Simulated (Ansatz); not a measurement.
# Geometry relaxation of Sr$_{8}$Ti$_{8}$O$_{23}$ (charge +2) (part 2 of 3)

Continued. System: Sr$_{8}$Ti$_{8}$O$_{23}$ (defect cell, 39 atoms in the cell, total charge +2). Method: DFT PBEsol, scalar-relativistic, plane waves, PAW, no spin polarisation (Ansatz 0.2.0); cutoff 420 eV, 2×2×2 k-mesh, Gaussian smearing of 0.02 eV. The structure derives from a Materials Project entry. It belongs to a series of runs on one base structure; here: O on a O site beside a O vacancy, charge +2, atoms relaxed.

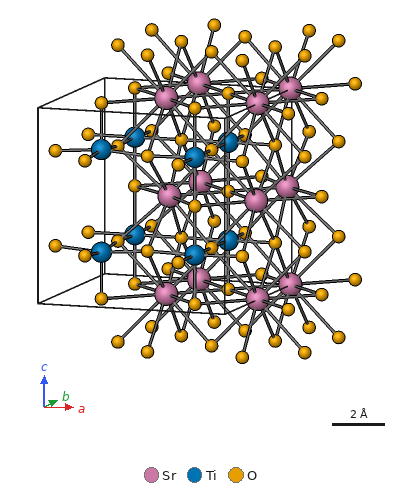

*The geometry at step 2 of the log (ball-and-stick view of the cell of the calculation, seen slightly off an axis; bonded neighbours outside the cell are drawn too).*

```
SCF converged after 6 iterations
Free energy (F): -60718.476796 eV
Harris-Foulkes:  -60718.476796 eV  (|F-HF|=7.64e-10)
Internal energy: -60718.476796 eV  (E = F + TS)
E sigma→0 (E₀):  -60718.476796 eV
Fermi energy:    10.908445 eV
--- Per-component energies (eV) ---
  E_band       = -1699.179909
  E_kinetic    = 8156.993411
  E_local      = -19146.213100  (includes V_loc(G=0)·N_el)
  E_nonlocal   = 2758.622104
  E_hartree    = 6720.373044
  E_xc         = -3834.171311
  E_vxc        = -4430.909181  (∫ρ·V_xc dr)
  E_paw        = -32813.422789  (= ΣΔE_a)
  E_vpaw       = -2478.481612  (= ΣTr[D̂ρ^β])
  E_aug_tail   = 0.057722  (compensation charges beyond the density's cutoff)
  E_ewald      = -22563.717353
  E_core_change = 3.001476  (= ΣΔE_core)
  E_smearing   = -0.000000  (= −TS)
  E_closure    = -0.000000  (closes the sum)
  E_deformation_potential = 41.236719  (in the stress; not in F)
  Σ components = -60718.476796   (vs F -60718.476796, Δ=0.00e0)
--- Forces (eV/Å), atoms counted from 1 ---
  atom   1  Sr     0.00000000    -0.00177653    -0.00177653
  atom   2  Sr     0.00000000    -0.00177653     0.00177653
  atom   3  Sr     0.00000000     0.00177653    -0.00177653
  atom   4  Sr     0.00000000     0.00177653     0.00177653
  atom   5  Sr     0.00000000    -0.00467147    -0.00467147
  atom   6  Sr     0.00000000    -0.00467147     0.00467147
  atom   7  Sr     0.00000000     0.00467147    -0.00467147
  atom   8  Sr     0.00000000     0.00467147     0.00467147
  atom   9  Ti    -0.00025446    -0.00000000     0.00000000
  atom  10  Ti    -0.00027248    -0.00000000     0.00000000
  atom  11  Ti    -0.00027248     0.00000000     0.00000000
  atom  12  Ti     0.00296289     0.00000000     0.00000000
  atom  13  Ti     0.00025446     0.00000000     0.00000000
  atom  14  Ti     0.00027248     0.00000000     0.00000000
  atom  15  Ti     0.00027248     0.00000000     0.00000000
  atom  16  Ti    -0.00296289    -0.00000000     0.00000000
  atom  17  O      0.00143936     0.01156393     0.00000000
  atom  18  O     -0.00256787     0.00761406     0.00000000
  atom  19  O      0.00143936    -0.01156393    -0.00000000
  atom  20  O     -0.00256787    -0.00761406     0.00000000
  atom  21  O     -0.00143936     0.01156393     0.00000000
  atom  22  O      0.00256787     0.00761406     0.00000000
  atom  23  O     -0.00143936    -0.01156393    -0.00000000
  atom  24  O      0.00256787    -0.00761406     0.00000000
  atom  25  O      0.00143936    -0.00000000    -0.01156393
  atom  26  O      0.00143936    -0.00000000     0.01156393
  atom  27  O     -0.00256787    -0.00000000    -0.00761406
  atom  28  O     -0.00256787    -0.00000000     0.00761406
  atom  29  O     -0.00143936     0.00000000    -0.01156393
  atom  30  O     -0.00143936     0.00000000     0.01156393
  atom  31  O      0.00256787     0.00000000    -0.00761406
  atom  32  O      0.00256787     0.00000000     0.00761406
  atom  33  O      0.00000000     0.00000000     0.00000000
  atom  34  O      0.00000000     0.00000000     0.00000000
  atom  35  O      0.00000000    -0.00000000     0.00000000
  atom  36  O      0.00000000     0.00000000     0.00000000
  atom  37  O      0.00000000     0.00000000    -0.00000000
  atom  38  O      0.00000000    -0.00000000     0.00000000
  atom  39  O      0.00000000     0.00000000     0.00000000
  max |Σ_I F_I| component: 7.59e-18 eV/Å
--- Band table (eV) ---
  k-point 0: bands = ["-46.3908", "-46.3888", "-46.3142", "-46.3142", "-46.3132", "-46.3132", "-46.1905", "-46.1895", "-23.0773", "-22.9790", "-22.7999", "-22.7996", "-22.7802", "-22.7796", "-22.7739", "-22.7592", "-22.7489", "-22.7325", "-22.7218", "-22.7182", "-22.7164", "-22.7010", "-22.7001", "-22.6972", "-22.6960", "-22.6941", "-22.6801", "-22.6384", "-22.6331", "-22.6075", "-22.6060", "-22.6057", "-22.5734", "-22.5544", "-22.5475", "-22.5449", "-22.3195", "-22.3048", "-22.3048", "-22.3006",
      "-7.8989", "-7.5693", "-7.4970", "-7.4759", "-7.2781", "-7.0658", "-7.0359", "-6.8857", "-6.6593", "-6.5757", "-6.5586", "-6.5456", "-6.5238", "-6.4646", "-6.4321", "-6.4145", "-6.4014", "-6.3670", "-6.3551", "-6.3537", "-6.3321", "-6.2598", "-6.2369", "-4.7593", "-4.7563", "-4.6600", "-4.6382", "-4.6326", "-4.5919", "-4.5454", "-4.5302", "-4.5228", "-4.4792", "-4.3894", "-4.3784", "-4.3237", "-4.3183", "-4.3023", "-4.2722", "-4.2631",
      "-4.2198", "-4.1534", "-4.1130", "-4.1026", "-4.0216", "-4.0002", "-3.9853", "5.2008", "5.3789", "5.4078", "5.4801", "5.5043", "5.6122", "5.6421", "5.7110", "5.7148", "5.7714", "5.8259", "5.8811", "5.8938", "5.9189", "5.9285", "5.9660", "6.0777", "6.2013", "6.3214", "6.5309", "6.5582", "6.5723", "6.6171", "6.6422", "6.7494", "6.8013", "6.8398", "6.8521", "6.8667", "6.9364", "6.9431", "6.9770", "6.9931",
      "7.0438", "7.0520", "7.1186", "7.1734", "7.2468", "7.3065", "7.6038", "7.6084", "7.6922", "7.9742", "7.9848", "8.1053", "8.1805", "8.3670", "8.3880", "8.4391", "8.5347", "8.5449", "8.5527", "8.6112", "8.6155", "8.6235", "8.6542", "8.6658", "8.6813", "8.7552", "8.8210", "8.9426", "8.9904", "9.0559", "9.0823", "9.1942", "9.4588", "9.4738", "9.5848", "9.6214", "12.1954", "12.2686", "12.3008", "12.3610",
      "12.3908", "12.4328", "12.5509", "13.0594", "13.1232", "13.3738", "13.4267", "13.4484", "13.4587", "13.5141", "13.5242", "13.5437", "13.5493", "13.5583", "13.5967", "13.8630", "13.8966", "13.9107", "14.0280", "14.0417", "14.0519", "14.7195", "14.9911", "15.0113", "15.0377", "15.0438", "15.3323", "15.6863", "15.7714", "15.9063", "16.0121", "16.2273", "16.6449", "16.6842", "16.7012"]
--- Relaxed structure (6 steps of the walk, 6 accepted, 0 SCFs on fresh bases) ---
  F+E_penalty+E_count = -60718.47679598 eV   max|allowed force component| = 1.156e-2 eV/Å
  atoms:
    - { symbol: Sr, position: [-0.00859817134531949, -0.00859817134531949, 0.5] }
    - { symbol: Sr, position: [-0.008598171345319486, 0.5085981713453195, 0.5] }
    - { symbol: Sr, position: [0.5085981713453195, -0.00859817134531949, 0.5] }
    - { symbol: Sr, position: [0.5085981713453195, 0.5085981713453195, 0.5] }
    - { symbol: Sr, position: [-0.008777041012999866, -0.008777041012999866, -3.1435699917742455e-20] }
    - { symbol: Sr, position: [-0.008777041012999866, 0.5087770410129999, -3.1435699917742455e-20] }
    - { symbol: Sr, position: [0.5087770410129999, -0.008777041012999866, -3.1435699917742455e-20] }
    - { symbol: Sr, position: [0.5087770410129999, 0.5087770410129999, -3.1435699917742455e-20] }
    - { symbol: Ti, position: [0.25, 0.25, 0.23359483716742147] }
    - { symbol: Ti, position: [0.25, 0.75, 0.25388331786173934] }
    - { symbol: Ti, position: [0.75, 0.25, 0.25388331786173934] }
    - { symbol: Ti, position: [0.75, 0.75, 0.24958124027499515] }
    - { symbol: Ti, position: [0.25, 0.25, 0.7664051628325785] }
    - { symbol: Ti, position: [0.25, 0.75, 0.7461166821382607] }
    - { symbol: Ti, position: [0.75, 0.25, 0.7461166821382607] }
    - { symbol: Ti, position: [0.75, 0.75, 0.7504187597250048] }
    - { symbol: O, position: [0.006786738639104469, 0.25, 0.26876206817460097] }
    - { symbol: O, position: [0.00046348192260556, 0.75, 0.24817691526388028] }
    - { symbol: O, position: [0.4932132613608955, 0.25, 0.26876206817460097] }
    - { symbol: O, position: [0.4995365180773945, 0.75, 0.24817691526388028] }
    - { symbol: O, position: [0.006786738639104469, 0.25, 0.7312379318253991] }
    - { symbol: O, position: [0.00046348192260556, 0.75, 0.7518230847361197] }
    - { symbol: O, position: [0.4932132613608955, 0.25, 0.7312379318253991] }
    - { symbol: O, position: [0.4995365180773945, 0.75, 0.7518230847361197] }
    - { symbol: O, position: [0.25, 0.4932132613608955, 0.26876206817460097] }
    - { symbol: O, position: [0.25, 1.0067867386391045, 0.26876206817460097] }
    - { symbol: O, position: [0.75, 0.4995365180773945, 0.24817691526388028] }
    - { symbol: O, position: [0.75, 1.0004634819226057, 0.24817691526388028] }
    - { symbol: O, position: [0.25, 0.4932132613608955, 0.7312379318253991] }
    - { symbol: O, position: [0.25, 1.0067867386391045, 0.7312379318253991] }
    - { symbol: O, position: [0.75, 0.4995365180773945, 0.7518230847361197] }
    - { symbol: O, position: [0.75, 1.0004634819226057, 0.7518230847361197] }
    - { symbol: O, position: [0.25, 0.25, -3.1435699917742455e-20] }
    - { symbol: O, position: [0.25, 0.75, -3.1435699917742455e-20] }
    - { symbol: O, position: [0.75, 0.25, -3.1435699917742455e-20] }
    - { symbol: O, position: [0.75, 0.75, -3.1435699917742455e-20] }
    - { symbol: O, position: [0.25, 0.75, 0.5] }
    - { symbol: O, position: [0.75, 0.25, 0.5] }
    - { symbol: O, position: [0.75, 0.75, 0.5] }
```

## Trajectory as extended XYZ (Å, eV, eV/Å), 6 frames, from step=1 to step=6
```
39
Lattice="0.0000 -7.7823 0.0000 0.0000 0.0000 -7.7823 7.7823 0.0000 0.0000" Properties=species:S:1:pos:R:3:forces:R:3 step=1 energy=-60716.47714
Sr    3.8911    0.0000    0.0000    0.0000   1.1675   1.1675
Sr    3.8911    0.0000   -3.8911    0.0000   1.1675  -1.1675
Sr    3.8911   -3.8911    0.0000    0.0000  -1.1675   1.1675
Sr    3.8911   -3.8911   -3.8911    0.0000  -1.1675  -1.1675
Sr    0.0000    0.0000    0.0000    0.0000   0.4237   0.4237
Sr    0.0000    0.0000   -3.8911    0.0000   0.4237  -0.4237
Sr    0.0000   -3.8911    0.0000    0.0000  -0.4237   0.4237
Sr    0.0000   -3.8911   -3.8911    0.0000  -0.4237  -0.4237
Ti    1.9456   -1.9456   -1.9456   -4.6251   0.0000   0.0000
Ti    1.9456   -1.9456   -5.8367    0.0284   0.0000   0.0000
Ti    1.9456   -5.8367   -1.9456    0.0284   0.0000   0.0000
Ti    1.9456   -5.8367   -5.8367   -0.2348   0.0000   0.0000
Ti    5.8367   -1.9456   -1.9456    4.6251   0.0000   0.0000
Ti    5.8367   -1.9456   -5.8367   -0.0284   0.0000   0.0000
Ti    5.8367   -5.8367   -1.9456   -0.0284   0.0000   0.0000
Ti    5.8367   -5.8367   -5.8367    0.2348   0.0000   0.0000
O     1.9456    0.0000   -1.9456    1.0305  -1.6670   0.0000
O     1.9456    0.0000   -5.8367    0.0679  -0.4125   0.0000
O     1.9456   -3.8911   -1.9456    1.0305   1.6670   0.0000
O     1.9456   -3.8911   -5.8367    0.0679   0.4125   0.0000
O     5.8367    0.0000   -1.9456   -1.0305  -1.6670   0.0000
O     5.8367    0.0000   -5.8367   -0.0679  -0.4125   0.0000
O     5.8367   -3.8911   -1.9456   -1.0305   1.6670   0.0000
O     5.8367   -3.8911   -5.8367   -0.0679   0.4125   0.0000
O     1.9456   -1.9456   -3.8911    1.0305   0.0000   1.6670
O     1.9456   -1.9456   -7.7823    1.0305   0.0000  -1.6670
O     1.9456   -5.8367   -3.8911    0.0679   0.0000   0.4125
O     1.9456   -5.8367   -7.7823    0.0679   0.0000  -0.4125
O     5.8367   -1.9456   -3.8911   -1.0305   0.0000   1.6670
O     5.8367   -1.9456   -7.7823   -1.0305   0.0000  -1.6670
O     5.8367   -5.8367   -3.8911   -0.0679   0.0000   0.4125
O     5.8367   -5.8367   -7.7823   -0.0679   0.0000  -0.4125
O     0.0000   -1.9456   -1.9456    0.0000   0.0000   0.0000
O     0.0000   -1.9456   -5.8367    0.0000   0.0000   0.0000
O     0.0000   -5.8367   -1.9456    0.0000   0.0000   0.0000
O     0.0000   -5.8367   -5.8367    0.0000   0.0000   0.0000
O     3.8911   -1.9456   -5.8367    0.0000   0.0000   0.0000
O     3.8911   -5.8367   -1.9456    0.0000   0.0000   0.0000
O     3.8911   -5.8367   -5.8367    0.0000   0.0000   0.0000
39
Lattice="0.0000 -7.7823 0.0000 0.0000 0.0000 -7.7823 7.7823 0.0000 0.0000" Properties=species:S:1:pos:R:3:forces:R:3 step=2 energy=-60718.09874
Sr    3.8911    0.1378    0.1378    0.0000  -0.5091  -0.5091
Sr    3.8911    0.1378   -4.0289    0.0000  -0.5091   0.5091
Sr    3.8911   -4.0289    0.1378    0.0000   0.5091  -0.5091
Sr    3.8911   -4.0289   -4.0289    0.0000   0.5091   0.5091
Sr    0.0000    0.0426    0.0426    0.0000  -0.0170  -0.0170
Sr    0.0000    0.0426   -3.9337    0.0000  -0.0170   0.0170
Sr    0.0000   -3.9337    0.0426    0.0000   0.0170  -0.0170
Sr    0.0000   -3.9337   -3.9337    0.0000   0.0170   0.0170
Ti    1.8511   -1.9456   -1.9456   -1.4078   0.0000   0.0000
Ti    1.9528   -1.9456   -5.8367    0.3271   0.0000   0.0000
Ti    1.9528   -5.8367   -1.9456    0.3271   0.0000   0.0000
Ti    1.9424   -5.8367   -5.8367   -0.9690   0.0000   0.0000
Ti    5.9311   -1.9456   -1.9456    1.4078   0.0000   0.0000
Ti    5.8295   -1.9456   -5.8367   -0.3271   0.0000   0.0000
Ti    5.8295   -5.8367   -1.9456   -0.3271   0.0000   0.0000
Ti    5.8399   -5.8367   -5.8367    0.9690   0.0000   0.0000
O     2.0041   -0.0283   -1.9456    0.3763  -0.4231   0.0000
O     1.9479   -0.0068   -5.8367    0.0106   0.3502   0.0000
O     2.0041   -3.8628   -1.9456    0.3763   0.4231   0.0000
O     1.9479   -3.8844   -5.8367    0.0106  -0.3502   0.0000
O     5.7781   -0.0283   -1.9456   -0.3763  -0.4231   0.0000
O     5.8343   -0.0068   -5.8367   -0.0106   0.3502   0.0000
O     5.7781   -3.8628   -1.9456   -0.3763   0.4231   0.0000
O     5.8343   -3.8844   -5.8367   -0.0106  -0.3502   0.0000
O     2.0041   -1.9456   -3.8628    0.3763   0.0000   0.4231
O     2.0041   -1.9456   -7.8106    0.3763   0.0000  -0.4231
O     1.9479   -5.8367   -3.8844    0.0106   0.0000  -0.3502
O     1.9479   -5.8367   -7.7890    0.0106   0.0000   0.3502
O     5.7781   -1.9456   -3.8628   -0.3763   0.0000   0.4231
O     5.7781   -1.9456   -7.8106   -0.3763   0.0000  -0.4231
O     5.8343   -5.8367   -3.8844   -0.0106   0.0000  -0.3502
O     5.8343   -5.8367   -7.7890   -0.0106   0.0000   0.3502
O     0.0000   -1.9456   -1.9456    0.0000   0.0000   0.0000
O     0.0000   -1.9456   -5.8367    0.0000   0.0000   0.0000
O     0.0000   -5.8367   -1.9456    0.0000   0.0000   0.0000
O     0.0000   -5.8367   -5.8367    0.0000   0.0000   0.0000
O     3.8911   -1.9456   -5.8367    0.0000   0.0000   0.0000
O     3.8911   -5.8367   -1.9456    0.0000   0.0000   0.0000
O     3.8911   -5.8367   -5.8367    0.0000   0.0000   0.0000
39
Lattice="0.0000 -7.7823 0.0000 0.0000 0.0000 -7.7823 7.7823 0.0000 0.0000" Properties=species:S:1:pos:R:3:forces:R:3 step=3 energy=-60718.35393
Sr    3.8911    0.1109    0.1109    0.0000  -0.2405  -0.2405
Sr    3.8911    0.1109   -4.0020    0.0000  -0.2405   0.2405
Sr    3.8911   -4.0020    0.1109    0.0000   0.2405  -0.2405
Sr    3.8911   -4.0020   -4.0020    0.0000   0.2405   0.2405
Sr    0.0000    0.0414    0.0414    0.0000   0.0699   0.0699
Sr    0.0000    0.0414   -3.9325    0.0000   0.0699  -0.0699
Sr    0.0000   -3.9325    0.0414    0.0000  -0.0699   0.0699
Sr    0.0000   -3.9325   -3.9325    0.0000  -0.0699  -0.0699
Ti    1.8217   -1.9456   -1.9456   -0.3072   0.0000   0.0000
Ti    1.9634   -1.9456   -5.8367    0.2159   0.0000   0.0000
Ti    1.9634   -5.8367   -1.9456    0.2159   0.0000   0.0000
Ti    1.9274   -5.8367   -5.8367   -0.0183   0.0000   0.0000
Ti    5.9605   -1.9456   -1.9456    0.3072   0.0000   0.0000
Ti    5.8189   -1.9456   -5.8367   -0.2159   0.0000   0.0000
Ti    5.8189   -5.8367   -1.9456   -0.2159   0.0000   0.0000
Ti    5.8549   -5.8367   -5.8367    0.0183   0.0000   0.0000
O     2.0314   -0.0412   -1.9456    0.1986  -0.1514   0.0000
O     1.9547    0.0000   -5.8367   -0.1261  -0.0085   0.0000
O     2.0314   -3.8499   -1.9456    0.1986   0.1514   0.0000
O     1.9547   -3.8912   -5.8367   -0.1261   0.0085   0.0000
O     5.7509   -0.0412   -1.9456   -0.1986  -0.1514   0.0000
O     5.8275    0.0000   -5.8367    0.1261  -0.0085   0.0000
O     5.7509   -3.8499   -1.9456   -0.1986   0.1514   0.0000
O     5.8275   -3.8912   -5.8367    0.1261   0.0085   0.0000
O     2.0314   -1.9456   -3.8499    0.1986   0.0000   0.1514
O     2.0314   -1.9456   -7.8234    0.1986   0.0000  -0.1514
O     1.9547   -5.8367   -3.8912   -0.1261   0.0000   0.0085
O     1.9547   -5.8367   -7.7822   -0.1261   0.0000  -0.0085
O     5.7509   -1.9456   -3.8499   -0.1986   0.0000   0.1514
O     5.7509   -1.9456   -7.8234   -0.1986   0.0000  -0.1514
O     5.8275   -5.8367   -3.8912    0.1261   0.0000   0.0085
O     5.8275   -5.8367   -7.7822    0.1261   0.0000  -0.0085
O     0.0000   -1.9456   -1.9456    0.0000   0.0000   0.0000
O     0.0000   -1.9456   -5.8367    0.0000   0.0000   0.0000
O     0.0000   -5.8367   -1.9456    0.0000   0.0000   0.0000
O     0.0000   -5.8367   -5.8367    0.0000   0.0000   0.0000
O     3.8911   -1.9456   -5.8367    0.0000   0.0000   0.0000
O     3.8911   -5.8367   -1.9456    0.0000   0.0000   0.0000
O     3.8911   -5.8367   -5.8367    0.0000   0.0000   0.0000
```
